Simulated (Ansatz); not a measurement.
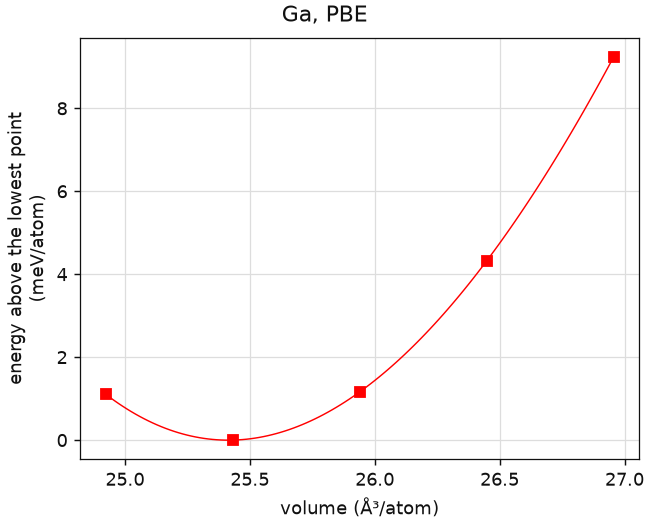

The plot gives the computed energy above the lowest point against volume for Ga, space group Fd-3m (No. 227) (one of a set of cubic test structures, which need not be the stable phase).

How it was computed, with Ansatz 0.2.0 development build: equation of state of a cubic crystal from periodic Kohn-Sham density functional theory without spin, third-order Birch-Murnaghan fit to the free energies; pressure corrected for the finite basis. Level: PBE.

```json
{"setting": "structure type", "value": "diamond"}
{"setting": "atoms in cell", "value": "2"}
{"setting": "space group number", "value": "227"}
{"setting": "lattice centring", "value": "face-centred primitive"}
{"setting": "k mesh", "value": "32×32×32"}
{"setting": "occupation method", "value": "Fermi–Dirac"}
{"setting": "occupation width", "value": "0.06123 eV"}
{"setting": "wave cutoff", "value": "420 eV"}
{"setting": "datasets", "value": "soft-1 PAW"}
{"setting": "density tolerance", "value": "1e-07 eV"}
{"setting": "bands", "value": "17"}
{"setting": "density cutoff ratio", "value": "4"}
{"setting": "search for lower states", "value": "default"}
```

What equilibrium volume and bulk modulus follow from the curve?

A third-order Birch–Murnaghan fit gives V0 = 25.41 Å³/atom, B0 = 35.8 GPa and B′ = 5.3.

Keep in mind: cubic model structure, not the ambient form.
